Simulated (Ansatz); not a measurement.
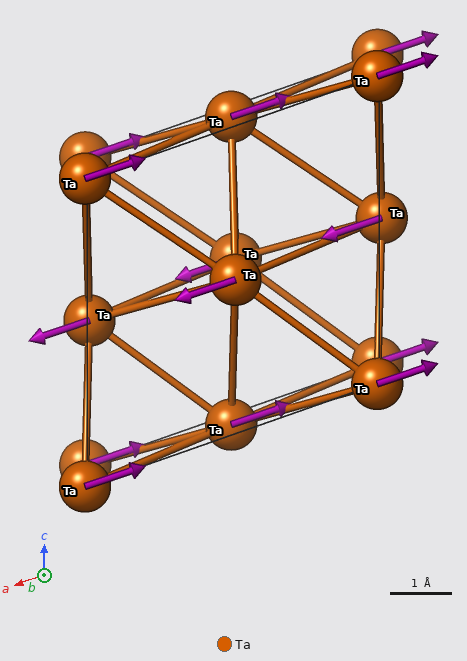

This is a relaxation of a crystal of Ta (set up in P-1). The starting structure is drawn; purple arrows show the displacements, 30 times their true length.

A ball-and-stick model of the larger cell on standard axes (2 times the calculation's cell), seen from a free direction.

Case: all atoms moved at random, sigma 0.02 Å for each component; relaxed back.

Theory: DFT PBEsol, scalar-relativistic, plane waves, PAW in Ansatz 0.2.0. Set-up: plane-wave cutoff 420 eV; k-point mesh 12 × 12 × 14; occupations gaussian; smearing width 0.15 eV; no spin polarisation; atoms relaxed in a fixed cell; force threshold 0.01 eV/Å; at most 80 steps.

Question: What did the optimiser do to the structure, and how much energy did it gain?

Answer: The largest moves, 0.036 Å, are those of Ta atoms. The cell doesn't change. Near-neighbour distances that change, for instance: Ta–Ta 2.999 → 2.955 Å, Ta–Ta 2.908 → 2.950 Å, Ta–Ta 2.964 → 2.953 Å, Ta–Ta 2.943 → 2.952 Å. Within 0.06 Å the space group is C2/m at the start and Fm-3m at the end; at a tighter tolerance small leftover displacements or strains of the cell lower it. Over 2 accepted moves (3 points after the start) the energy falls by 0.7 meV per atom. Largest force component: 0.038 eV/Å at the start, 0.0014 eV/Å at the end. 1 step only repeated the SCF at the same geometry. The run took 68 s on 2 threads of Arm Neoverse V1, on a shared host, peak memory 0.77 GiB.
